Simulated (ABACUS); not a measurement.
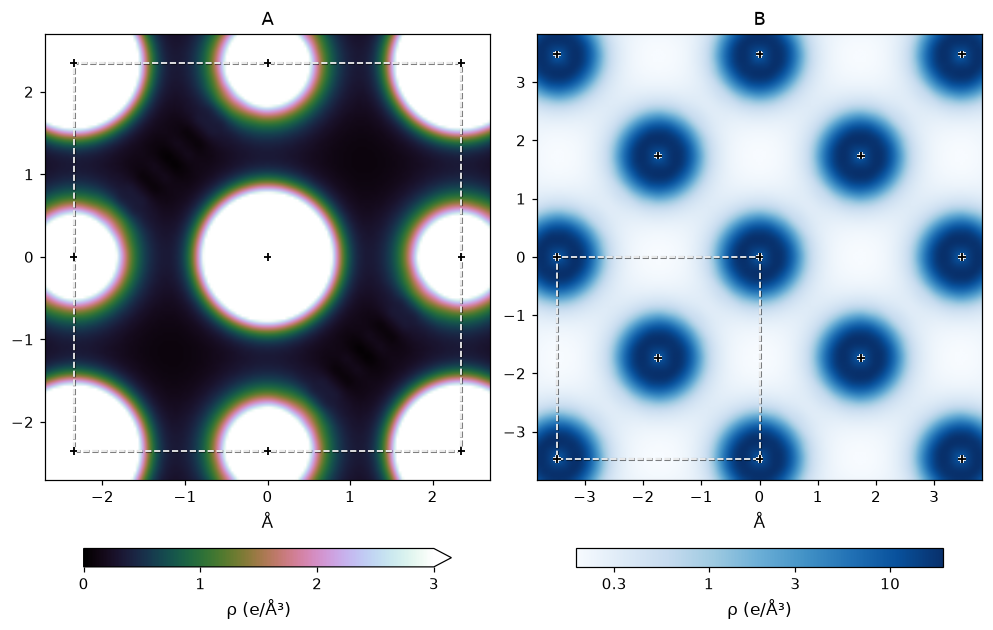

The valence electron density of 2 systems, each on a plane through atoms (crosses mark nuclei in the plane).

Computed with Kohn-Sham DFT of a periodic cell, r2SCAN, SG15 ONCV 1.2 PBE (ABACUS 3.10.1).

System 1: Ni, the (100) plane of the conventional cell. Space group Fm-3m; a structure from a database of computed crystals, not necessarily the ambient phase; spin-polarised.

```
Ni
1.0
     2.45730    1.41872   -2.00638
     0.00000    2.83744    2.00638
     2.45730   -1.41872    2.00638
Ni
4
Direct
  0.00000 0.00000 0.00000
  0.00000 0.50000 0.50000
  0.50000 0.50000 0.00000
  0.50000 0.00000 0.50000
```

System 2: CdO, the (010) plane of the conventional cell. Space group Fm-3m.

```xyz
8
Lattice="4.6990 0.0000 0.0000 0.0000 4.6990 0.0000 0.0000 0.0000 4.6990" Properties=species:S:1:pos:R:3 pbc="T T T"
Cd    0.0000    0.0000    0.0000
Cd    2.3495    2.3495    0.0000
Cd    2.3495    0.0000    2.3495
Cd    0.0000    2.3495    2.3495
O     2.3495    0.0000    0.0000
O     0.0000    2.3495    0.0000
O     0.0000    0.0000    2.3495
O     2.3495    2.3495    2.3495
```

### Match each panel to its system.

Panel A is system 2, CdO: the plane holds Cd and O. Cd–O (2.35 Å): ρ is about 0.36 e/Å³ halfway. Panel B is system 1, Ni: the plane holds Ni. Ni–Ni (2.46 Å): ρ at the midpoint is about 0.32 e/Å³.
